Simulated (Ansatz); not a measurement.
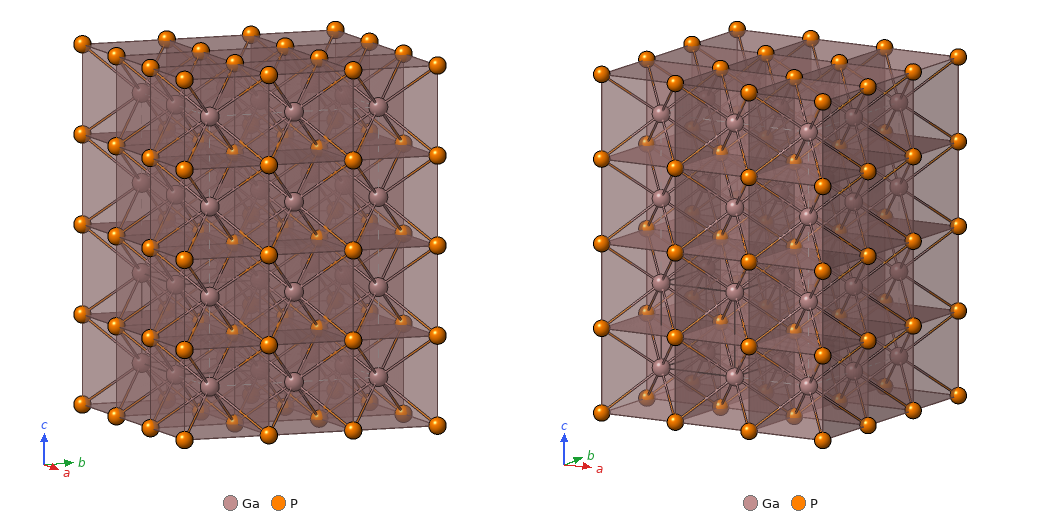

Polyhedra are drawn about Ga (bonds: Ga–P below 3.1 Å); other atoms are plain spheres. Two views of the same piece.

The compound is GaP (space group Pm-3m, No. 221), taken as the input geometry of an electronic-structure calculation (not necessarily at equilibrium); the starting structure was generated, so it need not be a known form of this composition.

### What figure surrounds each Ga atom, and what does it share with the other drawn polyhedra?

Ga: GaP8 cube, sharing corners with eight neighbours, edges with twelve neighbours and faces with six neighbours.

### What is the connectivity of the polyhedra: isolated, groups, chains, layers or framework?

They form a three-dimensional framework of corner-, edge- and face-sharing cubes.

### How far apart are the centres of linked polyhedra?

Centre to centre across a shared corner: 5.52 Å; across a shared edge: 4.51 Å; across a shared face: 3.19 Å.
